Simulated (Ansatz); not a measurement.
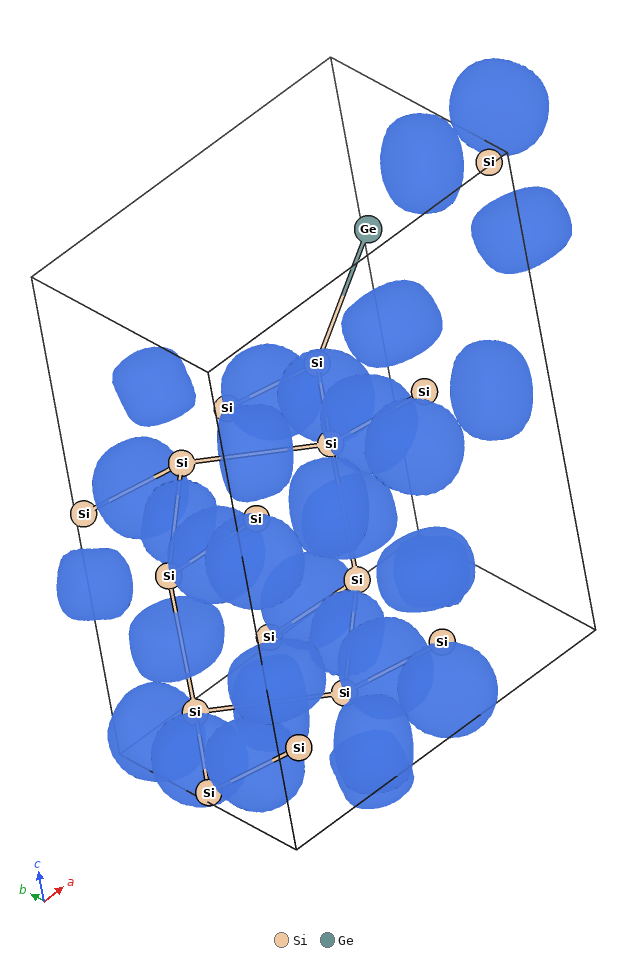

Figure. Si16Ge (cell with a defect). Isosurface of the ELF at 0.75 (blue), seen slightly off an axis. Only the valence region is drawn (cores and ρ < 0.01 e/Å³ removed). Sticks mark near contacts.

PAW files of the earlier set (soft_1).

These are results of DFT PBE, scalar-relativistic, plane waves, PAW in Ansatz 0.2.0, not measurements.

Core electrons are frozen (PAW), and the valence fields are smoothed inside the atomic spheres.

```
CELL_PARAMETERS angstrom
0.00000 5.43000 5.43000
5.43000 0.00000 5.43000
5.43000 5.43000 0.00000
ATOMIC_POSITIONS crystal
Si 0.97569 0.07345 0.97586
Si 0.12753 0.13827 0.12781
Si 0.01849 0.98626 0.49816
Si 0.12762 0.13830 0.60728
Si 0.01233 0.51021 0.01251
Si 0.10233 0.69344 0.10262
Si 0.01206 0.51027 0.46625
Si 0.16012 0.61437 0.61314
Si 0.49790 0.98627 0.01877
Si 0.60709 0.13829 0.12786
Si 0.49787 0.98621 0.49812
Si 0.64991 0.05067 0.65019
Si 0.46588 0.51026 0.01233
Si 0.61292 0.61438 0.16038
Si 0.52344 0.43039 0.52364
Si 0.61328 0.61428 0.61347
Ge 0.81252 0.56350 0.81296
```

Q: What do the ELF domains correspond to?

A: At this value the surface marks out 32 regions between bonded Si–Si atoms (shared pairs), counted in one cell of 17 atoms. Regions shared between cells count once.

Values along the shortest contacts:
Si–Si (2.32 Å): the ELF peaks at about 0.95 between the atoms. Si–Ge (2.44 Å): the ELF peaks at about 0.60 in the valence shell of Si, 0.9 Å from its nucleus, and is about 0.55 at the midpoint.
